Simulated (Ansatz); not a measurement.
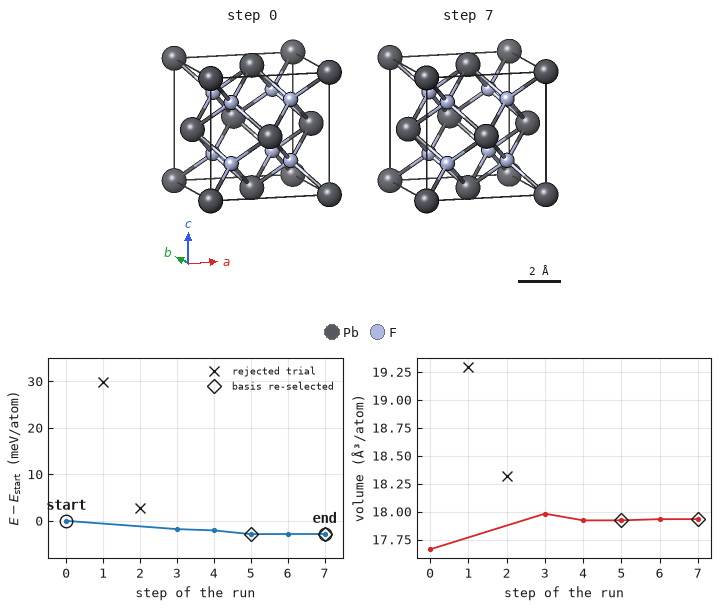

First and last geometry of a relaxation of crystalline PbF₂ (built on the measured structure type), with the history of the run. A ball-and-stick model of the conventional cell (4 times the calculation's cell), seen slightly off an axis. Lengths and directions refer to the drawn axes.

Computed with DFT, PBE-D4, plane waves, PAW (Ansatz 0.2.0).

Input file:
```yaml
crystal:
  lattice:
    - [0.0, 2.9811326741, 2.9811326741]
    - [2.9811326741, 0.0, 2.9811326741]
    - [2.9811326741, 2.9811326741, 0.0]
  atoms:
    - { symbol: Pb, position: [0.0, 0.0, 0.0] }
    - { symbol: F, position: [0.25, 0.25, 0.25] }
    - { symbol: F, position: [0.75, 0.75, 0.75] }
kpoints:
  mp_grid: { grid: [6, 6, 6] }
hamiltonian:
  xc: pbe
  dispersion: d4
scf:
  occupations: { method: fermi_dirac, width: 0.02 }
relax:
  f_tol: 0.005
  cell: {}
```

Command:
```bash
ansatz run input.yaml --threads 2 --pin off --max-ram 2211MiB --backend cpu --events-out ev --progress --plain --runs-dir out
```

> Read the history and describe the run.

It converged. Over 3 accepted moves (7 points after the start) the energy falls by 2.8 meV per atom. All forces vanish by symmetry, so only the cell relaxes. The pressure goes from 3.63 to 0.00 GPa. The line search rejected the trial steps at points 1, 2 of the run. At 2 points the geometry stayed and the basis and grid were re-selected for the new cell (energy shift of 0.8 meV per atom at most each time). The atoms keep their places relative to the cell (all moves are under 0.005 Å). Cell: a = b = c 5.962 → 5.993 Å (+0.5 %). Volume +1.5 %. Some distances before and after: Pb1–F2 2.582 → 2.595 Å. The space group stays Fm-3m (No. 225).
